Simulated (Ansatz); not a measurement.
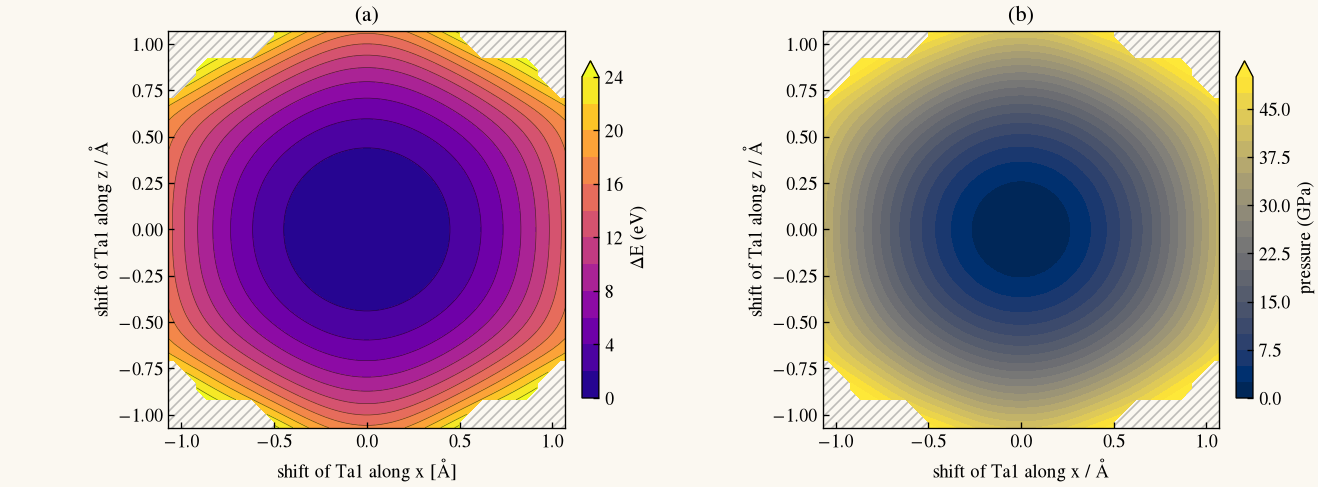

TaSi₂ (P6_422, No. 181; 9 atoms in the cell). 
- One atom moved over a plane, all else fixed (x along [1 0 0], y along [1 2 0], z along [0 0 1] of the conventional cell).
- The first coordinate is: shift of Ta1 along x; the second: shift of Ta1 along z.
- Nothing is relaxed (all other atoms fixed).
- Grid: 11 × 11 points; 32 points were computed and 73 follow by symmetry. At 16 points there is no value (left out of the scan, as a rule where atoms come close).
- All energies are given in eV per cell relative to the lowest grid point.
- Level of theory: DFT PBEsol, scalar-relativistic, plane waves, PAW in Ansatz 0.2.0. Settings: cutoff 420 eV, k-mesh 9×9×6 in the order of the run's cell vectors, gaussian smearing 0.15 eV, no spin polarisation.

Panel (a) is the energy and panel (b) the computed pressure on the same grid.

In the figure: filled contours, one colour for all values above the top of the scale, hatched blanks where no value was computed. Between grid points the surface is interpolated.

**How does the pressure vary over the map, and what is it at the lowest grid point?**

Leaving out the highest fifth of the energies, it runs from 0.0 GPa at shift of Ta1 along x = 0.000 Å, shift of Ta1 along z = 0.000 Å to 42.2 GPa at shift of Ta1 along x = 0.000 Å, shift of Ta1 along z = −1.070 Å. At the lowest grid point, shift of Ta1 along x = 0.000 Å, shift of Ta1 along z = 0.000 Å, it is 0.0 GPa.

PAW datasets: the set soft_1.
